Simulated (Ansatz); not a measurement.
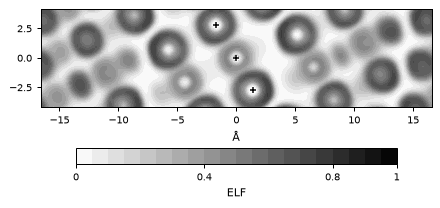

The ELF on a plane through atoms (crosses mark nuclei in the plane).

These are results of DFT PBE, scalar-relativistic, plane waves, PAW in Ansatz 0.2.0, not measurements.

Candidates:
A. Bi2Te3, a = 4.45 Å, b = 4.45 Å, c = 32.17 Å, α = 90.00°, β = 90.00°, γ = 120.00°. Space group R-3m.
B. GaAs, a = 5.75 Å, b = 5.75 Å, c = 5.75 Å, α = 90.00°, β = 90.00°, γ = 90.00°. Space group F-43m.
C. GaP, a = 5.51 Å, b = 5.51 Å, c = 5.51 Å, α = 90.00°, β = 90.00°, γ = 90.00°. Space group F-43m.

Which candidate gave the map?

Candidate A: Bi2Te3 on the (111) plane of the conventional cell, which holds Bi and Te. Bi–Te (3.09 Å): the ELF peaks at about 0.65 in the valence shell of Te, 1.3 Å from its nucleus, and drops to about 0.35 between the two atoms. Bi–Te (3.29 Å): the ELF peaks at about 0.65 in the valence shell of Te, 1.3 Å from its nucleus, and drops to about 0.30 between the two atoms.
